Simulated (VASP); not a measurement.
# BN: what the fields show

```cif
data_structure
_symmetry_space_group_name_H-M 'P 1'
_symmetry_Int_Tables_number 1
_cell_length_a 2.3485
_cell_length_b 2.3485
_cell_length_c 3.7826
_cell_angle_alpha 90.000
_cell_angle_beta 90.000
_cell_angle_gamma 90.000
_cell_volume 20.86
loop_
_atom_site_label
_atom_site_type_symbol
_atom_site_fract_x
_atom_site_fract_y
_atom_site_fract_z
_atom_site_occupancy
B1 B 0.00000 0.00000 0.00000 1
B2 B 0.50000 0.50000 0.50000 1
N1 N 0.50000 0.50000 0.00000 1
N2 N 0.00000 0.00000 0.50000 1
```

Space group I4/mmm; a generated structure, not necessarily the stable one; changed on purpose from its base cell (epitaxial xy strain -4.9%); computed pressure about 23 GPa in this cell.

Level of theory: VASP 6.6.1, Kohn-Sham DFT of a periodic cell, PBE, VASP PAW PBE potentials, recommended.

Core electrons are frozen (PAW), and the valence fields are smoothed inside the atomic spheres.

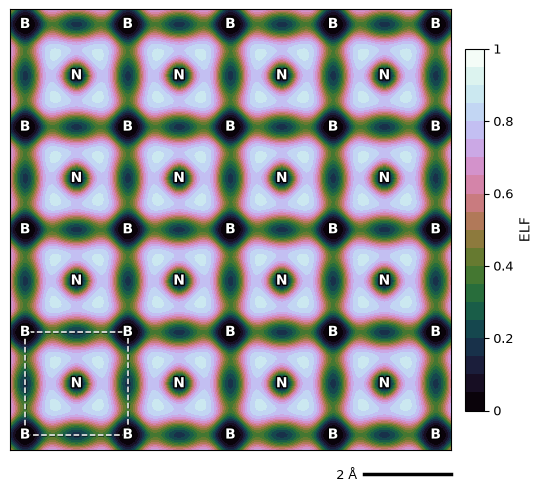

Figure 1. Electron localisation function on the (001) plane of the conventional cell.

What does the map show?

Answer. The section cuts through B and N sites. B–N (1.66 Å): the ELF peaks at about 0.85 between the atoms, as expected for a shared but strongly polarised pair.

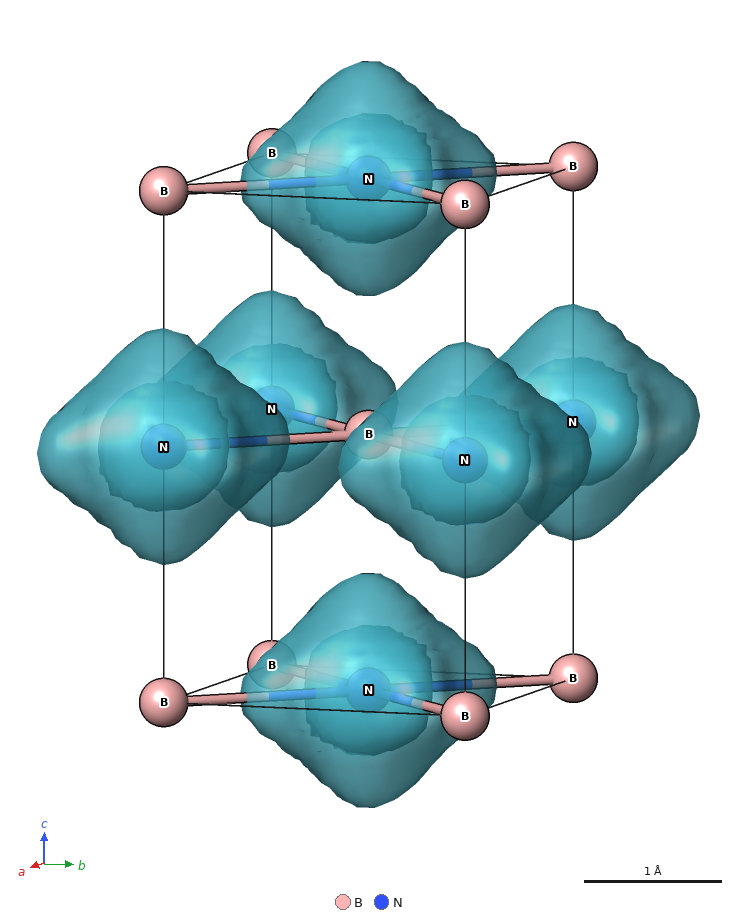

Figure 2. Isosurface of the electron localisation function at 0.75 (cyan), seen slightly off an axis. Only the valence region is drawn (cores and ρ < 0.01 e/Å³ removed). Sticks mark near contacts.

Identify the bonds, lone pairs and shells in this picture.

Answer. At this value the surface marks out two regions on N in which the atom's valence shell and bonds are merged, counted in one cell of 4 atoms. Any copies at cell faces, edges or corners count once.
